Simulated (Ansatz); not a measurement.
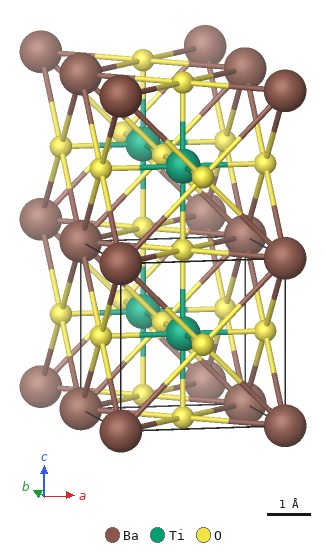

This is crystalline BaTiO3 (built on the cubic perovskite type) at its r2SCAN-relaxed geometry. Style: ball-and-stick. Shown: the cell of the calculation, repeated 1 × 2 × 2 with one cell outlined, slightly off an axis.

Theory: DFT, PBE, plane waves, PAW (Ansatz). (plane-wave cutoff 420 eV; k-point mesh 6 × 6 × 6; occupations fermi dirac; smearing width 0.02 eV; no spin polarisation)

The variant: All lengths are scaled by −3.0 % (volume −8.7 %). The atoms were relaxed with r2SCAN under that strain, and this is a single point on that geometry.

**Predict the response.**

The energy rises by 85.7 meV per atom. The pressure goes from 3.2 to 23.0 GPa. All forces vanish by symmetry. Some distances before and after: Ba–O 2.824 → 2.740 Å, O–Ti 1.997 → 1.937 Å. The space group stays Pm-3m (No. 221).

The changed structure in the same view:

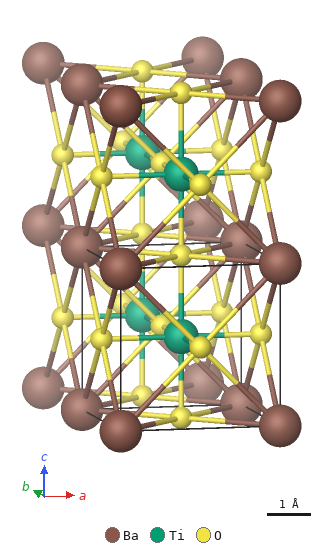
